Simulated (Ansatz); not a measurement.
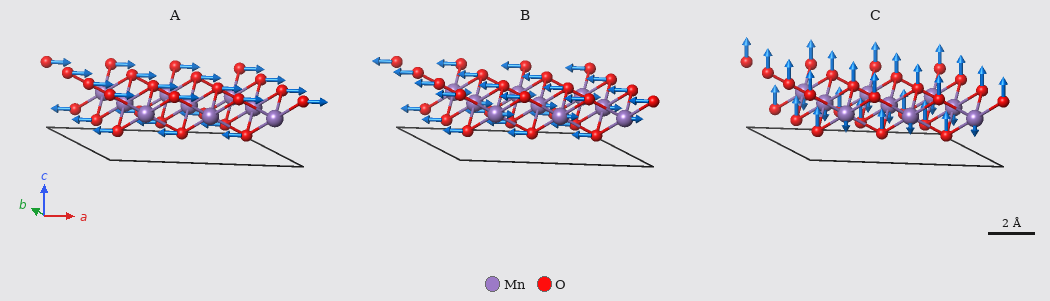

Modes of a free-standing layer of MnO2 (a generated structure), space group P-3m1 (No. 164), at the zone centre (one member of each degenerate set). Displacements are drawn as blue arrows; their common scale and sign are arbitrary. The picture is a ball-and-stick view of the 3 × 3 repeat of the cell, outlined in the plane, without the vacuum, seen slightly off an axis.

Level of theory: Ansatz 0.2.0, DFT PBE, scalar-relativistic, plane waves, PAW.

Frequencies are those without the non-analytic (LO–TO) term.

> Give the symmetry species and the selection rules of each.

A is E_g, Raman-active by symmetry (494 cm⁻¹). B is E_u, infrared-active by symmetry (404 cm⁻¹). C is A₂u, infrared-active by symmetry (610 cm⁻¹). The crystal has a centre of inversion, so no mode is both.
